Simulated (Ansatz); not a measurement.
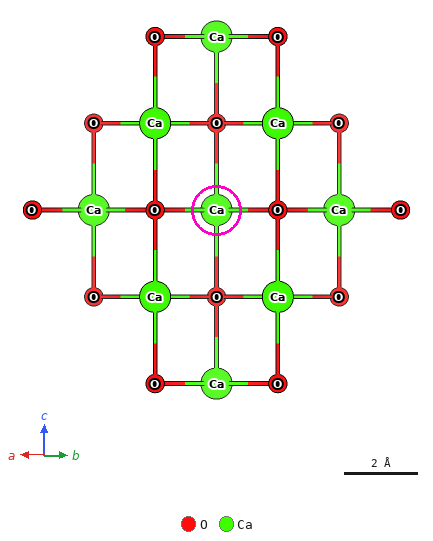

Perfect CaO. A ball-and-stick model of the atoms within 5.4 Å of one point, in a slice 5.0 Å thick across the line of sight, seen along [110].

The calculation used DFT, PBEsol, PAW, plane waves (Ansatz 0.2.0). Settings: plane-wave cutoff 420 eV; k-point mesh 1 × 1 × 1; mesh shifted by (0.25, 0.25, 0.25); collinear spin. Fermi-Dirac smearing of 0.01 eV. The axes drawn are those of the host's conventional cell.

A calcium atom is replaced by oxygen at the ringed place, in charge state 0. The supercell has 64 sites, and the atoms are relaxed at the host's cell.

### How do the neighbours respond?

In the host the Ca atom has 6 O at 2.38 Å; the O atom ends with 1 O at 1.36 Å. Of the host's atoms, an oxygen atom moves furthest from its site, by 0.17 Å. The O atom itself moves 1.12 Å from where it was put. The cell's net moment is 2.00 μB.

The relaxed defect, seen from the same direction:

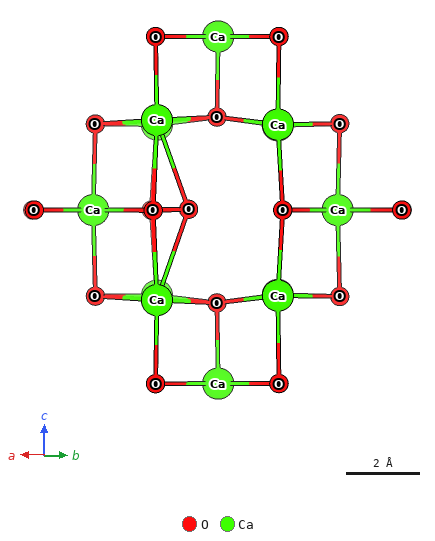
